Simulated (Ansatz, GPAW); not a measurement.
# Work function of a 7-layer slab of K(100) at several levels, part 3 of 3

How far do functional and basis move the work function of a 7-layer slab of K(100)?

GPAW 26.7.0 and Ansatz 0.2.0; Ansatz plane waves; slab in vacuum with a dipole correction, relaxation (the session's first sound run).

So far, upper work function (eV): step 2 (relaxing the atoms, PBE) 2.26; step 5 (self-consistent run: xc = "LDA") 2.38; step 6 (self-consistent run: xc = "vdW-DF2", GPAW, PAW setups, GPAW) 2.58; step 7 (real-space grid: mode = "fd", PBE, GPAW) 2.26; step 8 (atomic orbitals: mode = "lcao", PBE, GPAW) 2.26.

## Step 10: A second plane-wave code

A second program with its own datasets checks the number independently.

This step: Ansatz plane waves; slab in vacuum with a dipole correction (Ansatz 0.2.0).

Contents of input.yaml:

```yaml
crystal:
  lattice:
    - [5.23, 0.0, 0.0]
    - [0.0, 5.23, 0.0]
    - [0.0, 0.0, 33.69]
  atoms:
    - { symbol: K, position: [0.0, 0.0, 0.267141585] }
    - { symbol: K, position: [0.5, 0.5, 0.3447610567] }
    - { symbol: K, position: [0.0, 0.0, 0.4223805283] }
    - { symbol: K, position: [0.5, 0.5, 0.5027388319] }
    - { symbol: K, position: [0.0, 0.0, 0.5828679881] }
    - { symbol: K, position: [0.5, 0.5, 0.6616016608] }
    - { symbol: K, position: [0.0, 0.0, 0.743062053] }
kpoints:
  mp_grid: { grid: [6, 6, 1] }
hamiltonian:
  xc: pbe
scf:
  occupations: { method: fermi_dirac, width: 0.1 }
efield:
  axis: 3
  dipole_correction: true
  ramp_width: 0.05
output:
  forces: true
  write_potential: true
  write_density: true
  volumetric_format: npy
  elf: true
```

On the command line:

```
$ ansatz run input.yaml --threads 4 --pin off --max-ram 8192MiB --backend cpu --events-out ev --progress --plain --runs-dir out
```

Numbers of over 12 decimals in the logs are rounded to 6 here.

The program printed:

```text
[...]
Crystal: 7 atoms, lattice volume = 921.519 Å³
Basis set: ecut = 420 eV, 18073 PW (Γ), exchange–correlation on 72×72×480 points (8 copies of the dense FFT grid, shifted against one another)
Bands: 39, of which v1, the nominal top of the filled ones, is band 32 counted from 1 (31 counted from 0)
Symmetry: 8 space group operations
[...]
k-points: 10 of 36
[...]
SCF iter   1: F=—  HF=-10764.186589 eV  |F-HF|=—  |Δ(HF+E_count)|=         —  Δρ=4.16e-4  dr2=4.41e-2  ethr=1.77e-3  p=0.008 e·Å  D=1.56e-3 V/Å  ΔV_dip=-0.05 eV  dr2_dipole=3.70e-3  V_vac-E_F(+/−)=2.21/2.26 eV  ⟨swp⟩=12.0  Hψ=2016  notcnv=0
[...]
SCF iter   7: F=-10764.189036 eV  HF=-10764.189036 eV  |F-HF|=1.32e-9  |Δ(HF+E_count)|=   7.61e-9  Δρ=7.35e-7  dr2=2.26e-8  ethr=1.59e-10  p=0.001 e·Å  D=1.31e-4 V/Å  ΔV_dip=-0.00 eV  dr2_dipole=5.07e-10  V_vac-E_F(+/−)=2.26/2.27 eV  ⟨swp⟩=16.3  Hψ=2987  notcnv=0
SCF 1 converged in 7 iterations: F = -10764.189036 eV  dr2 = 2.26e-8
[...]
SCF converged after 7 iterations
Free energy (F): -10764.189036 eV
[...]
Internal energy: -10763.992625 eV  (E = F + TS)
E sigma→0 (E₀):  -10764.090830 eV
Entropy (-TS):   -0.196411 eV (-28.059 meV/atom)
Fermi energy:    0.024499 eV
Dipole field:    D = 0.000117 V/Å  (p = 0.000596 e·Å, saw-weighted, corrected)
Work function:   Φ+ = 2.2616 eV   Φ− = 2.2656 eV
[...]
--- Forces (eV/Å), atoms counted from 1 ---
  atom   1  K     -0.00000000     0.00000000    -0.02838322
  atom   2  K     -0.00000000     0.00000000     0.01612289
  atom   3  K     -0.00000000     0.00000000     0.01090804
  atom   4  K     -0.00000000     0.00000000    -0.00021265
  atom   5  K      0.00000000     0.00000000    -0.00076312
  atom   6  K      0.00000000     0.00000000     0.00348454
  atom   7  K      0.00000000     0.00000000    -0.00115094
  max |Σ_I F_I| component: 5.53e-6 eV/Å
--- Band table (eV; the first three rows and the last of 10) ---
  k-point 0: bands = [... 28 lower, -2.0449, -1.7827, -1.3450, -0.7791, -0.1414, 0.4946, 1.0916, 1.6554, ... 3 higher]
  k-point 1: bands = [... 28 lower, -1.8706, -1.6118, -1.1802, -0.6214, 0.0082, 0.6328, 1.1998, 1.4275, ... 3 higher]
  k-point 2: bands = [... 28 lower, -1.3627, -1.1143, -0.7013, -0.1660, 0.4225, 0.4408, 0.6420, 1.0009, ... 3 higher]
  k-point 9: bands = [... 28 lower, 0.5841, 0.6148, 0.8042, 0.8042, 0.8223, 0.9108, 0.9482, 0.9482, ... 3 higher]
```

Wall time 6.1 s (4 threads of AMD EPYC 9R14 (Zen 4), shared host); peak memory 1.2 GiB.

Reading the cycles: dr2 is the Hartree energy of the density residual (eV), the measure of convergence; HF is the Harris–Foulkes estimate of the energy, which meets the free energy F at convergence.

This step gave:

```yaml
upper_work_function: 2.262 eV
lower_work_function: 2.266 eV
dipole_along_the_normal: 5.96e-4 e·Å
dipole_field: 1.17e-4 V/Å
vacuum_level_below: 2.290 eV
```

The electrostatic potential energy of an electron (with the applied field's), less the Fermi level, planar mean oscillates, so the rows of the table below give means over windows of 2.67 Å about each position, cut where the curve ends. Its maxima inside the range that stand out by 2 % of the span (Å: eV): 10.4: 0.914, 12.9: 0.912, 15.6: 1.04, 18.2: 1.02, 20.9: 0.955, 23.6: 1.10. Its minima: 9.0: -2.80, 11.7: -2.63, 14.2: -2.61, 17.0: -2.65, 19.7: -2.62, 22.3: -2.62, 25.0: -2.78.

Table of electrostatic potential energy of an electron (with the applied field's), less the Fermi level, planar mean by z; means over each step:

```csv
z (Å),"electrostatic potential energy of an electron (with the applied field's), less the Fermi level, planar mean (eV)"
1.33,2.27
4.00,2.26
6.67,1.89
9.34,-0.721
12.02,-0.648
14.68,-0.591
17.36,-0.614
20.02,-0.616
22.70,-0.567
25.37,-0.574
28.04,2.12
30.70,2.26
33.38,2.26
```

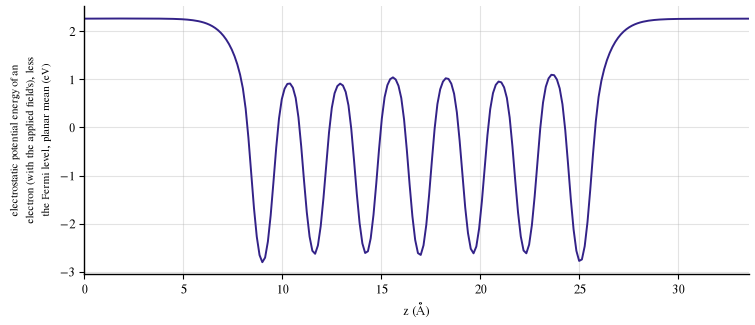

Electrostatic potential energy of an electron (with the applied field's), less the Fermi level, planar mean, plotted against z.

The valence density, planar mean oscillates, so the rows of the table below give means over windows of 2.67 Å about each position, cut where the curve ends. Its maxima inside the range that stand out by 2 % of the span (Å: e/Å³): 9.0: 0.265, 11.7: 0.266, 14.2: 0.266, 17.0: 0.265, 19.7: 0.267, 22.3: 0.266, 25.0: 0.264. Its minima: 10.2: 0.0259, 12.9: 0.0244, 15.6: 0.0224, 18.2: 0.0227, 20.9: 0.0237, 23.7: 0.0228.

Valence density, planar mean against z; means over each step:

```csv
z (Å),"valence density, planar mean (e/Å³)"
1.33,1.4e-6
4.00,9.3e-5
6.67,0.00489
9.34,0.123
12.02,0.124
14.68,0.123
17.36,0.123
20.02,0.123
22.70,0.123
25.37,0.118
28.04,0.00158
30.70,3.3e-5
33.38,7.8e-7
```

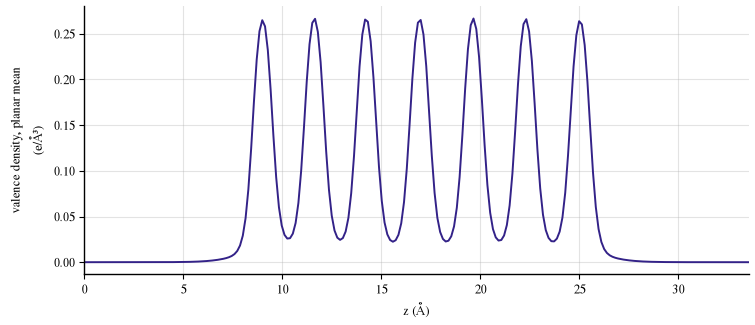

Valence density, planar mean against z.

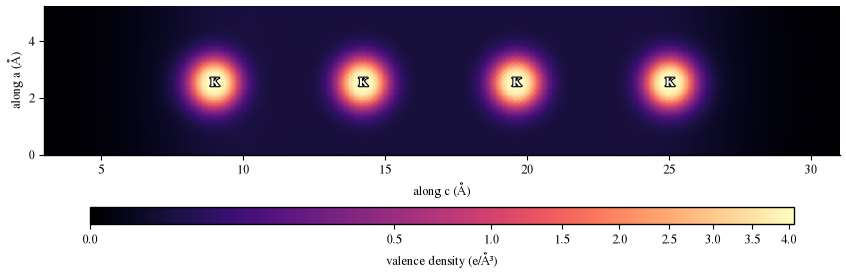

Valence density in the ca plane at fractional y = 0.000, with atoms of K within 0.2 Å of it. It is the smooth field of the valence electrons, not physical close to the nuclei. The map starts off the cell's origin, so that atoms lie inside it. The colour scale is stretched toward low values. The far vacuum is left out of the map.

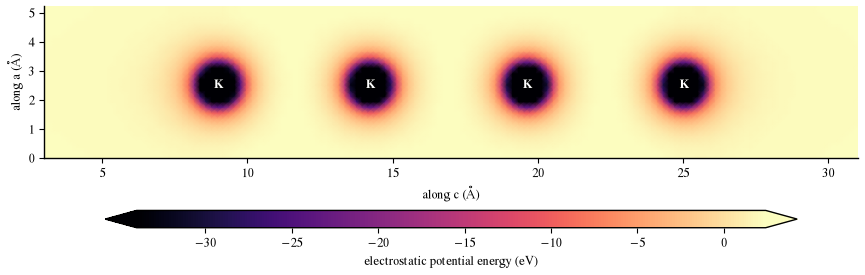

Electrostatic potential energy in the ca plane at fractional y = 0.000, with atoms of K within 0.2 Å of it. With pseudopotentials it is smooth inside the atoms' cores, unlike the true potential. The map starts off the cell's origin, so that atoms lie inside it. The far vacuum is left out of the map.

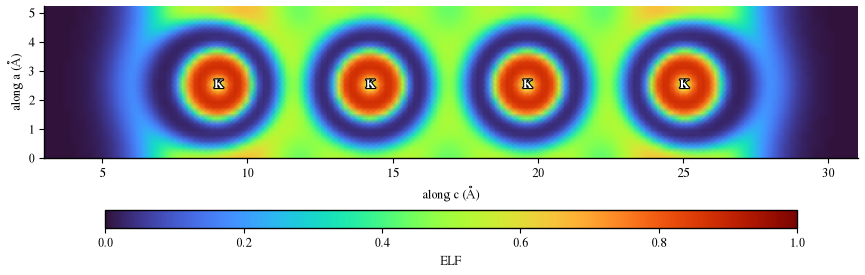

ELF in the ca plane at fractional y = 0.000, with atoms of K within 0.2 Å of it. It is the smooth field of the valence electrons, not physical close to the nuclei. The map starts off the cell's origin, so that atoms lie inside it. The far vacuum is left out of the map.

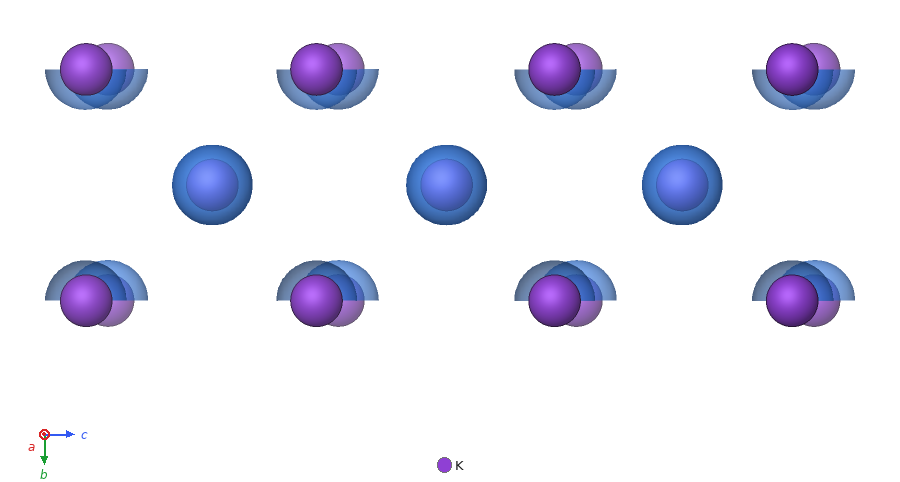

Surface of ELF = 0.8.

The upper face's work function is 2.262 eV, against 2.263 eV in the first plane-wave PBE run at this geometry.

## Step 11: Side by side

Results and costs are gathered.

This step: comparison of work functions, dipole and cost (GPAW 26.7.0).

Ladder, by row:

```csv
step,code,"work function, upper (eV)","work function, lower (eV)",dipole (e Å),wall time (s),peak memory (GiB),threads
pw,GPAW,2.263,2.268,7.10e-4,143.7,0.48,1
optPBE-vdW,GPAW,2.421,2.427,8.77e-4,205.1,0.96,1
LDA,GPAW,2.383,2.386,5.14e-4,136.8,0.48,1
vdW-DF2,GPAW,2.577,2.577,-1.15e-4,273.8,0.96,1
fd,GPAW,2.26,2.265,7.16e-4,988.1,2.08,1
lcao,GPAW,2.257,2.26,4.06e-4,756.3,0.8,1
ansatz,Ansatz,2.262,2.266,5.96e-4,6.1,1.235,4
```

## Step 12: Results

* work function, both faces: 2.26 eV
* dipole along the normal: 7.1e-4 e Å

In words: With plane waves and PBE the work function is 2.26 eV on the upper face and 2.27 eV on the lower. The measured value for polycrystalline K, which weights the faces of low work function, is 2.29 eV (as compiled in "Anisotropic work function of elemental crystals", 2019, arxiv:1902.07811); the relaxed upper face lies 0.027 eV under it with PBE, and PBE comes nearest (2.26 eV). Measured work functions scatter by a tenth of an eV or more between methods. Over the sound runs of the table the upper face's work function spans 2.257 (lcao) to 2.577 eV (vdW-DF2). The two plane-wave codes differ by 0.0013 eV on the upper face. The small printed dipole stands for a step of -4.7 meV from the lower to the upper face, and the probes find -4.8 meV; values this small are near the numerical noise of both. The in-plane lattice was kept as typed, which isn't the functional's own and leaves some strain; spin-orbit coupling and temperature are left out.

[Logs are printed without paths, hosts, clocks, repeated set-up lines and the standing remarks that a program may print on its own settings, such as how far it seeks lower states.]

[Hosts, paths, dates, database ids (printed as entryN), source tags and the programs' standing remarks are cut or masked in the printed files.]
